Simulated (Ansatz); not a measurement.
Geometry relaxation, with input and output: InSb

The run: geometry relaxation of InSb (F-43m, 2 atoms in the cell). Method and program: DFT PBE+D3(BJ), scalar-relativistic, plane waves, PAW, no spin polarisation (Ansatz 0.2.0).

The structure derives from an entry of the Crystallography Open Database. Figures and captions count atoms from 1; the log counts them from 0 in places.

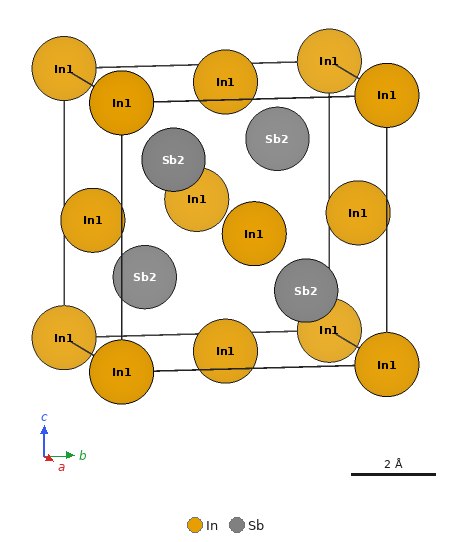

**Figure 1.** The input geometry (spheres-only view of the cell 4 times as large as that of the calculation, set on its symmetry axes, seen slightly off an axis; atoms are numbered from 1 in the order of the input). An atom can appear more than once, as a periodic image.

The input
```yaml
crystal:
  lattice:
    - [0.0, 3.2391, 3.2391]
    - [3.2391, 0.0, 3.2391]
    - [3.2391, 3.2391, 0.0]
  atoms:
    - { symbol: In, position: [0.0, 0.0, 0.0] }
    - { symbol: Sb, position: [0.75, 0.75, 0.75] }
basis:
  ecutwfc: 420
kpoints:
  mp_grid: { grid: [12, 12, 12] }
hamiltonian:
  xc: pbe
  dispersion: d3bj
scf:
  occupations: { method: gaussian, width: 0.1 }
output:
  forces: true
  stress: true
  eigenvalues: true
  write_density: true
  write_potential: true
  elf: true
  volumetric_format: npy
relax:
  adjacent_minimum: "off"
  f_tol: 0.005
  max_steps: 80
  cell: { stress_tol: 0.05 }
```

Hardware: 4 threads of Arm Neoverse V2, 24 GiB of memory available, shared host.

Launched with:
```bash
ansatz run input.yaml --threads 4 --pin off --max-ram 10240MiB --backend cpu --events-out ev --progress --plain --runs-dir out
```

Output
```
Engine: ansatz 0.2.0, aarch64-unknown-linux-gnu
Pseudopotentials: kind: paw
Pseudopotential: In, paw, valence charge 13, recommended cutoff 420 eV (normal), In.paw.azcp
Pseudopotential: Sb, paw, valence charge 15, recommended cutoff 420 eV (normal), Sb.paw.azcp
Functional definition: PBE
  parameter kappa = 0.804
  parameter beta = 0.06672455060314922
  exchange = pbe_x(kappa = kappa, mu = beta*pi^2/3)
  correlation = pbe_c(beta = beta)
Crystal: 2 atoms, lattice volume = 67.968 Å³
Basis set: ecut = 420 eV, 1363 PW (Γ), exchange–correlation on 64×64×64 points (8 copies of the dense FFT grid, shifted against one another)
Bands: 18, of which v1, the nominal top of the filled ones, is band 14 counted from 1 (13 counted from 0)
Symmetry: 24 space group operations
Space group: F-43m (ITA 216), of the structure as read, at distance tolerance 4.1e-5 Å
k-points: 72 of 1728 (time reversal used)
Non-local potential: In, projectors of the file, l = 0: 2, l = 1: 2, l = 2: 2, l = 3: 2
Non-local potential: Sb, projectors of the file, l = 0: 2, l = 1: 2, l = 2: 2, l = 3: 2
PAW form: soft (Blöchl's): semilocal exchange-correlation on the pseudo side does not see the compensation charge
PAW one-centre angular grid: In, 590 points (default); XC on 64 Gauss nodes
PAW one-centre angular grid: Sb, 590 points (default); XC on 64 Gauss nodes
Initial density: superposition of atomic densities (neutral atoms: chi_scale 0, normalization atom), corrected by the library's trained network
Initial wavefunctions: pseudopotential atomic-orbital guess
Functional: x = pbe(κ = 0.804, μ = 0.2195149727645171), c = pbe(β = 0.06672455060314922)
SCF iter   1: F=—  HF=-12083.209867 eV  |F-HF|=—  |Δ(HF+E_count)|=         —  Δρ=1.88e-3  dr2=5.83e-3  ethr=1.77e-3  ⟨swp⟩=6.0  Hψ=6707  notcnv=0
preconditioner: auto → none  [insulator: Δε(μ)=0.521 eV  Ē_g=14.060 eV  σ=0.100 eV  W_gap=0.78  n_scr=14 (ndim 8)  ℏωp=19.1 eV  f_vac=0.112  D(μ)=0.03/eV (n_scr^D=0)  ε∞_Penn≈2.8]
SCF iter   2: F=—  HF=-12083.206813 eV  |F-HF|=—  |Δ(HF+E_count)|=   3.05e-3  Δρ=8.86e-4  dr2=5.86e-4  ethr=2.08e-5  ⟨swp⟩=2.0  Hψ=2530  notcnv=0
SCF iter   3: F=—  HF=-12083.206830 eV  |F-HF|=—  |Δ(HF+E_count)|=   1.63e-5  Δρ=2.55e-4  dr2=6.36e-5  ethr=2.09e-6  ⟨swp⟩=2.0  Hψ=1942  notcnv=0
SCF iter   4: F=—  HF=-12083.206911 eV  |F-HF|=—  |Δ(HF+E_count)|=   8.19e-5  Δρ=1.26e-4  dr2=1.79e-5  ethr=2.27e-7  ⟨swp⟩=2.0  Hψ=1531  notcnv=0
SCF iter   5: F=—  HF=-12083.206934 eV  |F-HF|=—  |Δ(HF+E_count)|=   2.29e-5  Δρ=2.82e-5  dr2=7.38e-7  ethr=6.38e-8  ⟨swp⟩=2.0  Hψ=1585  notcnv=0
SCF iter   6: F=-12083.206936 eV  HF=-12083.206936 eV  |F-HF|=2.69e-8  |Δ(HF+E_count)|=   1.26e-6  Δρ=5.60e-6  dr2=2.12e-8  ethr=3.57e-10  ⟨swp⟩=11.8  Hψ=10324  notcnv=0
SCF 1 converged in 6 iterations: F = -12083.206936 eV  dr2 = 2.12e-8
  Residual-converged pass: ⟨swp⟩=1.0  Hψ=1584  notcnv=0  max |occ|·‖R‖ = 7.0e-9 eV (tolerance 1.0e-8 eV)  dr2=2.12e-8  dr2_onsite=3.43e-9  max |Δocc| = 4.3e-11
  greatest PAW one-centre occupation: 0.995 electrons in one spin orbital (limit 2), on the Sb atom at site 1 (counted from 0), in its partial waves of l = 2
relax step   1: F+E_penalty+E_count = -12083.20693568 eV  Δ(F+E_penalty+E_count) = +0.000e0 eV  max|allowed force component| = 2.128e-16 eV/Å  Δτ_max = 0.0000 Å  P = +1.366 GPa  Ω = 67.968 Å³  (6 SCF iters, dr2 threshold 1.00e-7 eV, accepted)
Crystal: 2 atoms, lattice volume = 71.316 Å³
Basis set: ecut = 420 eV, 1411 PW (Γ), exchange–correlation on 64×64×64 points (8 copies of the dense FFT grid, shifted against one another)
Initial density: handed on by an earlier stage of this run
Initial wavefunctions: those handed on with the density
iter 1 solved again at ethr=4.32e-6 eV; its pass at ethr=3.10e-3 eV (dr2=1.21e-3 eV) is discarded
SCF iter   1: F=—  HF=-12083.211938 eV  |F-HF|=—  |Δ(HF+E_count)|=         —  Δρ=1.16e-3  dr2=1.12e-3  ethr=4.32e-6  ⟨swp⟩=2.0  Hψ=8687  notcnv=0
preconditioner: auto → none  [insulator: Δε(μ)=0.461 eV  Ē_g=13.846 eV  σ=0.100 eV  W_gap=0.80  n_scr=14 (ndim 8)  ℏωp=18.7 eV  f_vac=0.118  D(μ)=0.03/eV (n_scr^D=0)  ε∞_Penn≈2.8]
SCF iter   2: F=—  HF=-12083.212123 eV  |F-HF|=—  |Δ(HF+E_count)|=   1.85e-4  Δρ=5.77e-4  dr2=2.39e-4  ethr=4.00e-6  ⟨swp⟩=1.6  Hψ=1348  notcnv=0
SCF iter   3: F=—  HF=-12083.212254 eV  |F-HF|=—  |Δ(HF+E_count)|=   1.32e-4  Δρ=1.41e-4  dr2=2.40e-5  ethr=8.55e-7  ⟨swp⟩=2.2  Hψ=1755  notcnv=0
SCF iter   4: F=—  HF=-12083.212252 eV  |F-HF|=—  |Δ(HF+E_count)|=   2.60e-6  Δρ=4.88e-5  dr2=1.05e-6  ethr=8.57e-8  ⟨swp⟩=2.0  Hψ=1945  notcnv=0
SCF iter   5: F=-12083.212253 eV  HF=-12083.212253 eV  |F-HF|=7.71e-8  |Δ(HF+E_count)|=   1.08e-6  Δρ=1.30e-5  dr2=1.02e-7  ethr=7.14e-10  ⟨swp⟩=11.6  Hψ=10511  notcnv=0
SCF 2 converged in 5 iterations: F = -12083.212253 eV  dr2 = 1.02e-7
  Residual-converged pass: ⟨swp⟩=1.1  Hψ=1588  notcnv=0  max |occ|·‖R‖ = 7.1e-9 eV (tolerance 1.0e-8 eV)  dr2=1.02e-7  dr2_onsite=2.48e-8  max |Δocc| = 7.9e-11
relax step   2: F+E_penalty+E_count = -12083.21225289 eV  Δ(F+E_penalty+E_count) = -5.317e-3 eV  max|allowed force component| = 5.320e-17 eV/Å  Δτ_max = 0.0000 Å  P = -0.694 GPa  Ω = 71.316 Å³  energy of the carried Pulay correction = -6.901e-4 eV  (5 SCF iters, dr2 threshold 2.00e-7 eV, accepted)
Crystal: 2 atoms, lattice volume = 70.152 Å³
iter 1 solved again at ethr=6.05e-7 eV; its pass at ethr=3.10e-3 eV (dr2=1.69e-4 eV) is discarded
SCF iter   1: F=—  HF=-12083.215178 eV  |F-HF|=—  |Δ(HF+E_count)|=         —  Δρ=3.95e-4  dr2=1.23e-4  ethr=6.05e-7  ⟨swp⟩=3.0  Hψ=8437  notcnv=0
preconditioner: auto → none  [insulator: Δε(μ)=0.489 eV  Ē_g=13.908 eV  σ=0.100 eV  W_gap=0.79  n_scr=14 (ndim 8)  ℏωp=18.8 eV  f_vac=0.106  D(μ)=0.03/eV (n_scr^D=0)  ε∞_Penn≈2.8]
SCF iter   2: F=—  HF=-12083.215194 eV  |F-HF|=—  |Δ(HF+E_count)|=   1.57e-5  Δρ=1.93e-4  dr2=2.57e-5  ethr=4.39e-7  ⟨swp⟩=1.1  Hψ=1304  notcnv=0
SCF iter   3: F=—  HF=-12083.215206 eV  |F-HF|=—  |Δ(HF+E_count)|=   1.19e-5  Δρ=3.73e-5  dr2=1.38e-6  ethr=9.17e-8  ⟨swp⟩=2.0  Hψ=1585  notcnv=0
SCF iter   4: F=-12083.215206 eV  HF=-12083.215206 eV  |F-HF|=3.36e-8  |Δ(HF+E_count)|=  8.68e-10  Δρ=1.59e-5  dr2=1.22e-7  ethr=7.14e-10  ⟨swp⟩=11.8  Hψ=11329  notcnv=0
SCF 3 converged in 4 iterations: F = -12083.215206 eV  dr2 = 1.22e-7
  Residual-converged pass: ⟨swp⟩=1.1  Hψ=1591  notcnv=0  max |occ|·‖R‖ = 7.1e-9 eV (tolerance 1.0e-8 eV)  dr2=1.22e-7  dr2_onsite=8.22e-9  max |Δocc| = 1.8e-11
relax step   3: F+E_penalty+E_count = -12083.21520565 eV  Δ(F+E_penalty+E_count) = -2.953e-3 eV  max|allowed force component| = 3.354e-17 eV/Å  Δτ_max = 0.0000 Å  P = -0.042 GPa  Ω = 70.152 Å³  energy of the carried Pulay correction = -4.539e-4 eV  (4 SCF iters, dr2 threshold 2.00e-7 eV, accepted)
Initial wavefunctions: pseudopotential atomic-orbital guess (no wavefunctions were taken with the density)
iter 1 solved again at ethr=5.84e-7 eV; its pass at ethr=3.10e-3 eV (dr2=1.63e-4 eV) is discarded
SCF iter   1: F=—  HF=-12083.215636 eV  |F-HF|=—  |Δ(HF+E_count)|=         —  Δρ=4.17e-5  dr2=2.43e-7  ethr=5.84e-7  ⟨swp⟩=3.0  Hψ=10112  notcnv=0
eigensolver tolerance schedule: the retry pair's looser diagonalisation over-reported the residual by 672.18 of it (diagonalisation noise at 0.14 of the residual, at the tolerance the schedule requests for it); recorded, not acted on — ethr = c·dr2/N_el stays at c = 1.0e-1
preconditioner: auto → none  [insulator: Δε(μ)=0.489 eV  Ē_g=13.908 eV  σ=0.100 eV  W_gap=0.79  n_scr=14 (ndim 8)  ℏωp=18.8 eV  f_vac=0.108  D(μ)=0.03/eV (n_scr^D=0)  ε∞_Penn≈2.8]
SCF iter   2: F=—  HF=-12083.215640 eV  |F-HF|=—  |Δ(HF+E_count)|=   3.98e-6  Δρ=1.94e-5  dr2=5.62e-8  ethr=8.67e-10  ⟨swp⟩=2.5  Hψ=2524  notcnv=0
SCF iter   3: F=—  HF=-12083.215640 eV  |F-HF|=—  |Δ(HF+E_count)|=   3.21e-7  Δρ=4.13e-6  dr2=6.13e-9  ethr=2.01e-10  ⟨swp⟩=2.5  Hψ=1856  notcnv=0
SCF iter   4: F=—  HF=-12083.215640 eV  |F-HF|=—  |Δ(HF+E_count)|=   1.01e-8  Δρ=9.16e-7  dr2=5.62e-10  ethr=2.19e-11  ⟨swp⟩=2.0  Hψ=1945  notcnv=0
SCF iter   5: F=—  HF=-12083.215640 eV  |F-HF|=—  |Δ(HF+E_count)|=  2.91e-10  Δρ=2.75e-7  dr2=4.46e-11  ethr=2.01e-12  ⟨swp⟩=2.0  Hψ=2305  notcnv=0
SCF iter   6: F=-12083.215640 eV  HF=-12083.215640 eV  |F-HF|=3.64e-12  |Δ(HF+E_count)|=  6.73e-11  Δρ=6.59e-8  dr2=2.48e-12  ethr=1.00e-12  ⟨swp⟩=6.5  Hψ=5647  notcnv=0
SCF 4 converged in 6 iterations: F = -12083.215640 eV  dr2 = 2.48e-12
relax step   4: F+E_penalty+E_count = -12083.21564013 eV  Δ(F+E_penalty+E_count) = -4.345e-4 eV  max|allowed force component| = 3.238e-17 eV/Å  Δτ_max = 0.0000 Å  P = -0.047 GPa  Ω = 70.152 Å³  stress off target by 4.71e-2 GPa  SCF on the basis re-selected at this cell (its energy is not comparable with the rows above)  (6 SCF iters)
```

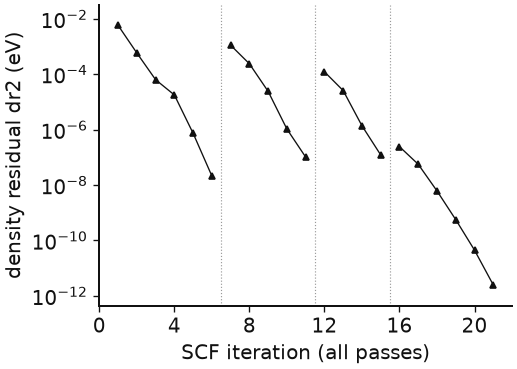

**Figure 2.** Convergence of the self-consistent field: density residual dr2 against the SCF iteration. The dotted lines part the SCF passes of the relaxation: geometry steps, rejected trials and re-solves on a re-selected basis. The passes take 6, 5, 4 and 6 iterations.

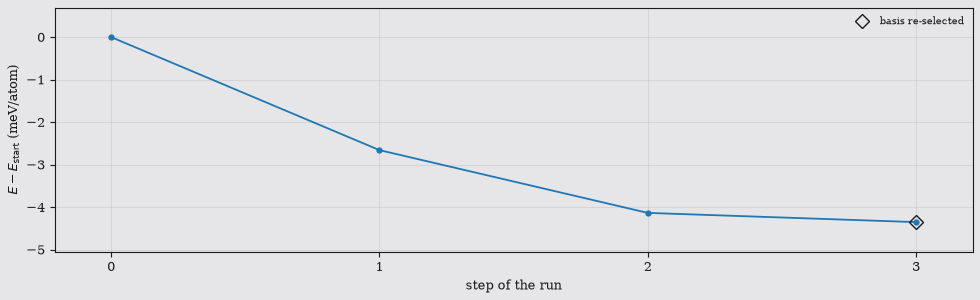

**Figure 3.** Progress of the relaxation, step by step (the first geometry is step 0 here and step 1 in the log).

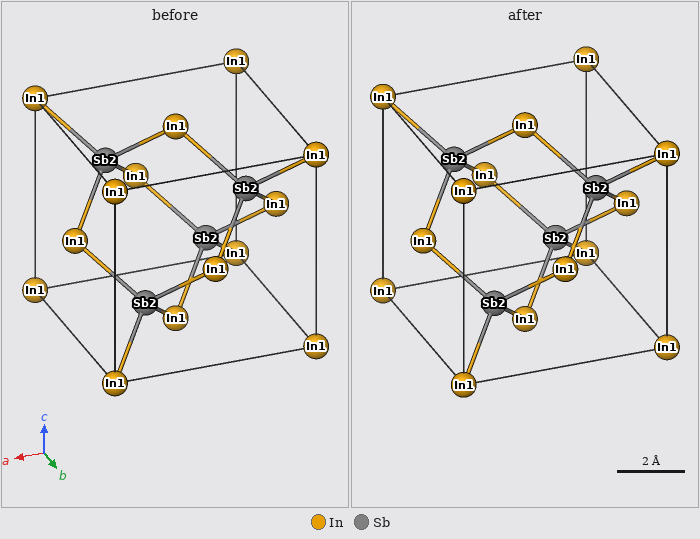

**Figure 4.** Before (left) and after (right) the relaxation, at one scale (ball-and-stick view of the cell 4 times as large as that of the calculation, set on its symmetry axes, seen at an oblique angle). No atom moves by more than 0.005 Å relative to the cell. Cell: a = b = c 6.478 → 6.547 Å (+1.1 %). Volume +3.2 %. Distances before and after: In1–Sb2 2.805 → 2.835 Å. The space group stays F-43m (No. 216). Over 2 geometry steps the energy falls by 4.1 meV per atom. All forces vanish by symmetry, so only the cell relaxes. The pressure goes from 1.37 to −0.05 GPa. A last SCF at the same geometry on a re-selected plane-wave basis shifts the energy by −0.2 meV per atom. (Atoms are counted from 1 in the order of the input.)

```
basis re-selected at this cell: Δ(F+E_penalty+E_count) = -4.345e-4 eV, ΔP = -0.005 GPa vs the last step (what re-selecting the basis moved, of the pressure what is left beyond the Pulay correction that the steps carried, after the strain that the cell walked since its last selection, with what the two solves' SCF thresholds leave and, on support functions, any second-order correction that the steps lacked; it is no measure of the basis error at this ecutwfc). This SCF's stress stands 4.71e-2 GPa from its target on what of the cell is left free (relax.cell.stress_tol is 5.00e-2 GPa) and its largest allowed force component is 3.24e-17 eV/Å (relax.f_tol is 5.00e-3 eV/Å): within both
SCF converged after 6 iterations
Free energy (F): -12083.215640 eV
Harris-Foulkes:  -12083.215640 eV  (|F-HF|=3.64e-12)
Internal energy: -12083.215490 eV  (E = F + TS)
E sigma→0 (E₀):  -12083.215565 eV
Entropy (-TS):   -0.000150 eV (-0.075 meV/atom)
Fermi energy:    7.049178 eV
--- Per-component energies (eV) ---
  E_band       = -269.717418
  E_kinetic    = 450.128878
  E_local      = -3239.784624  (includes V_loc(G=0)·N_el)
  E_nonlocal   = 729.866409
  E_hartree    = 1392.564211
  E_xc         = -353.467852
  E_vxc        = -195.206557  (∫ρ·V_xc dr)
  E_paw        = -8731.325474  (= ΣΔE_a)
  E_vpaw       = -799.849951  (= ΣTr[D̂ρ^β])
  E_aug_tail   = 0.000024  (compensation charges beyond the density's cutoff)
  E_ewald      = -2330.555400
  E_disp       = -0.641664  (pairwise vdW)
  E_smearing   = -0.000150  (= −TS)
  E_closure    = 0.000000  (closes the sum)
  Σ components = -12083.215640   (vs F -12083.215640, Δ=0.00e0)
--- Forces (eV/Å), atoms counted from 1 ---
  atom   1  In    -0.00000000    -0.00000000     0.00000000
  atom   2  Sb    -0.00000000    -0.00000000    -0.00000000
  max |Σ_I F_I| component: 2.31e-17 eV/Å
--- Stress (GPa, compression-positive) ---
       -0.047059      -0.000000      -0.000000
        0.000000      -0.047059       0.000000
        0.000000       0.000000      -0.047059
  P = ⅓ Tr σ = -0.0471 GPa (-0.471 kbar)
--- Band table (eV; the first three rows and the last of 72) ---
  k-point 0: bands = ["-21.5331", "-21.5331", "-21.5331", "-21.5185", "-21.5185", "-7.5412", "-7.5412", "-7.5412", "-7.4648", "-7.4648", "-3.5336", "6.6214", "6.9912", "6.9912", "6.9912", "9.9667", "9.9667", "9.9667"]
  k-point 1: bands = ["-21.5331", "-21.5330", "-21.5330", "-21.5185", "-21.5185", "-7.5441", "-7.5398", "-7.5398", "-7.4650", "-7.4650", "-3.4731", "5.6882", "6.8971", "6.8971", "7.6345", "10.0863", "10.0998", "10.0998"]
  k-point 2: bands = ["-21.5331", "-21.5329", "-21.5329", "-21.5184", "-21.5184", "-7.5519", "-7.5362", "-7.5362", "-7.4652", "-7.4652", "-3.2964", "4.5318", "6.6749", "6.6749", "7.8918", "10.4031", "10.4031", "10.6595"]
  k-point 71: bands = ["-21.5329", "-21.5328", "-21.5312", "-21.5185", "-21.5175", "-7.6024", "-7.5135", "-7.5038", "-7.4730", "-7.4639", "-1.6465", "1.3236", "4.2641", "4.3962", "10.3911", "10.9847", "11.1686", "11.9465"]
--- Relaxed structure (3 steps of the walk, 3 accepted, 1 SCFs on fresh bases) ---
  F+E_penalty+E_count = -12083.21564013 eV   max|allowed force component| = 3.238e-17 eV/Å   (the final SCF, on the basis selected at the relaxed cell)
  cell:  # Å, volume = 70.1515 Å³
    - [-1.0955049870725517e-33, 3.273425143137487, 3.273425143137487]
    - [3.273425143137487, 1.1999601137469113e-32, 3.273425143137487]
    - [3.273425143137487, 3.273425143137487, 1.0751234989409694e-32]
  atoms:
    - { symbol: In, position: [2.209885346744227e-33, -2.3486225434008152e-33, -2.5666381381468825e-33] }
    - { symbol: Sb, position: [0.7499999999999999, 0.7499999999999999, 0.7499999999999999] }
```

Trajectory as extended XYZ (Å, eV, eV/Å), 4 frames, from step=1 to step=4
```
2
Lattice="0.0000 3.2391 3.2391 3.2391 0.0000 3.2391 3.2391 3.2391 0.0000" Properties=species:S:1:pos:R:3:forces:R:3 step=1 energy=-12083.20694 pressure_GPa=1.37
In    0.0000    0.0000    0.0000    0.0000   0.0000   0.0000
Sb    4.8586    4.8586    4.8586    0.0000   0.0000   0.0000
2
Lattice="0.0000 3.2914 3.2914 3.2914 0.0000 3.2914 3.2914 3.2914 0.0000" Properties=species:S:1:pos:R:3:forces:R:3 step=2 energy=-12083.21225 pressure_GPa=-0.69
In    0.0000    0.0000    0.0000    0.0000   0.0000   0.0000
Sb    4.9372    4.9372    4.9372    0.0000   0.0000   0.0000
2
Lattice="0.0000 3.2734 3.2734 3.2734 0.0000 3.2734 3.2734 3.2734 0.0000" Properties=species:S:1:pos:R:3:forces:R:3 step=3 energy=-12083.21521 pressure_GPa=-0.04
In    0.0000    0.0000    0.0000    0.0000   0.0000   0.0000
Sb    4.9101    4.9101    4.9101    0.0000   0.0000   0.0000
2
Lattice="0.0000 3.2734 3.2734 3.2734 0.0000 3.2734 3.2734 3.2734 0.0000" Properties=species:S:1:pos:R:3:forces:R:3 step=4 energy=-12083.21564 pressure_GPa=-0.05
In    0.0000    0.0000    0.0000    0.0000   0.0000   0.0000
Sb    4.9101    4.9101    4.9101    0.0000   0.0000   0.0000
```

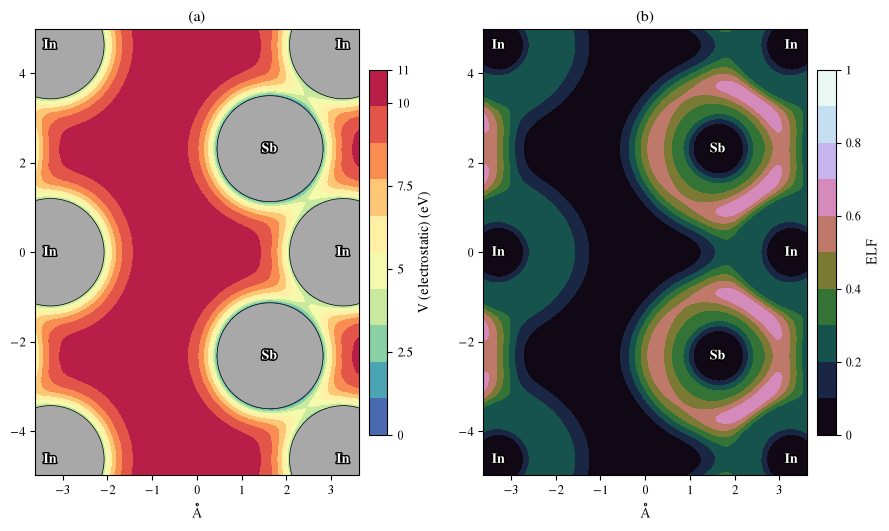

**Figure 5.** (a) electrostatic potential energy of an electron; (b) ELF on the (110) plane of the conventional cell. Grey discs, where drawn, cover atomic cores. Atoms in the plane: In and Sb. In–Sb (2.83 Å): the ELF peaks at about 0.65 between the atoms. Outside the cores the potential energy rises away from the atoms and is highest about 2.8 Å from the nearest atoms; outside the discs it spans about 10 eV, and its zero is arbitrary. The fields are those of the smooth PAW valence density.

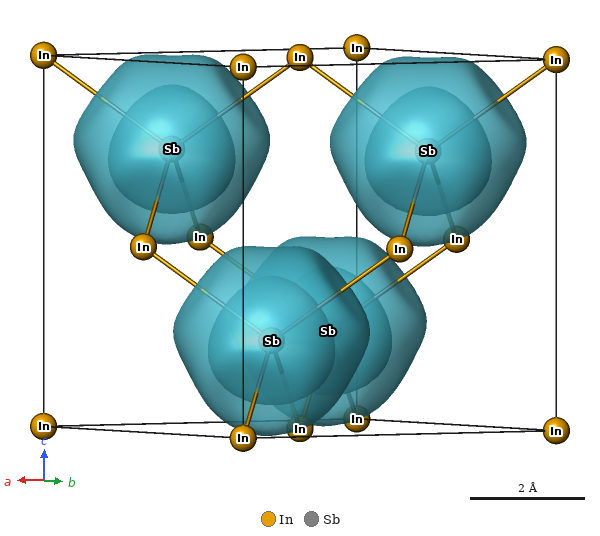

**Figure 6.** Isosurface of the electron localisation function at 0.45 (cyan), seen at an oblique angle. Only the valence region is drawn (cores and ρ < 0.01 e/Å³ removed). Sticks mark near contacts. The outline is the cell set on symmetry axes. Profiles from the grid: In–Sb (2.83 Å): the ELF peaks at about 0.65 between the atoms.

Key numbers

| quantity | value |
| --- | --- |
| outcome | converged |
| space group (tolerance 0.01 Å) | F-43m (216) |
| electrons treated | 28 |
| free energy | −12083.2156 eV |
| Fermi energy | 7.049 eV |
| gap on the k-point mesh | none (metallic) |
| pressure | −0.05 GPa |
| final volume | 70.15 Å³ |
| largest force (length of the vector) at the end | under 0.001 eV/Å |
| final cell | a = 4.629 Å, b = 4.629 Å, c = 4.629 Å, α = 60.00°, β = 60.00°, γ = 60.00° |
| wall time | 9.4 s (CPU time 36 s) |
| peak memory | 0.47 GiB |
